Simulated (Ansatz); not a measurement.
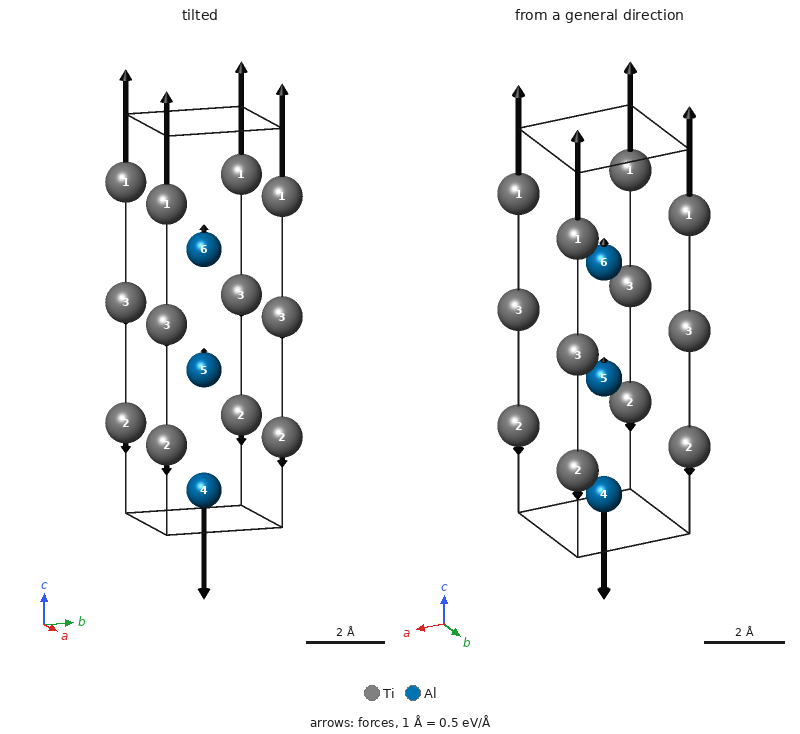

Shown here is a spheres-only view of the crystal, taken slightly off an axis and from a general direction. One simulation cell is framed, with atoms on its boundary repeated. The arrows are the computed forces on the atoms.

System: TiAl. Method used: Ansatz, DFT r2SCAN, scalar-relativistic, plane waves, PAW. It ran with a basis cut at 500 eV, k-points on a 19×19×7 grid, Gaussian smearing of 0.15 eV, no spin polarisation.

### Has this structure been optimised to equilibrium?

No. The atoms still feel forces of up to about 1.2 eV/Å, far above a usual threshold of 0.01 to 0.03 eV/Å.

### Identify the atom with the maximum force.

Ti1 and Al4, about 1.2 eV/Å.

It goes back to a structure listed in the Materials Project. The cell was then strained or its atoms displaced on purpose. Ansatz was used for an electronic-structure calculation on it.
